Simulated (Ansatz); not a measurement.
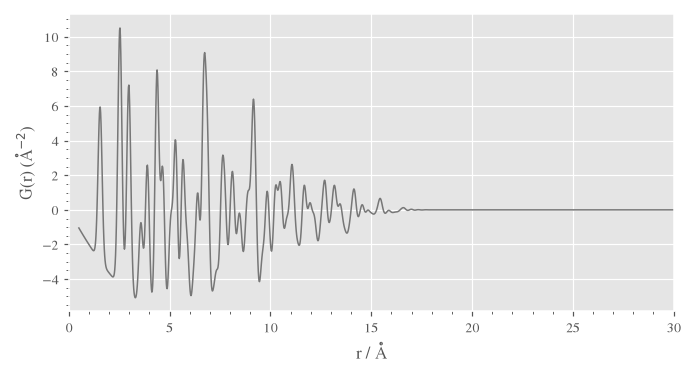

The curve is a calculated X-ray PDF: distances of the static structure, each pair weighted by the product of the atomic numbers (X-ray weights at Q = 0), broadened by Gaussians with σ = 0.10 Å, for spherical particles of C with the bulk structure: the bulk G(r) is multiplied by the envelope of a sphere of diameter D, 1 − 3r/2D + r³/2D³, with no surface relaxation. The number density is 0.174 atoms per Å³. It is based on coordinates from a relaxation with Ansatz, DFT, revPBE, plane waves (420 eV) with PAW, scalar-relativistic; the starting structure was generated, so it need not be a known form of this composition.

> How large are the particles?

About 18 Å (1.8 nm): the signal vanishes at r = D, fading from view somewhat earlier.

> Roughly how many atoms does one particle hold?

About 530 (number density 0.174 Å⁻³ times πD³/6).
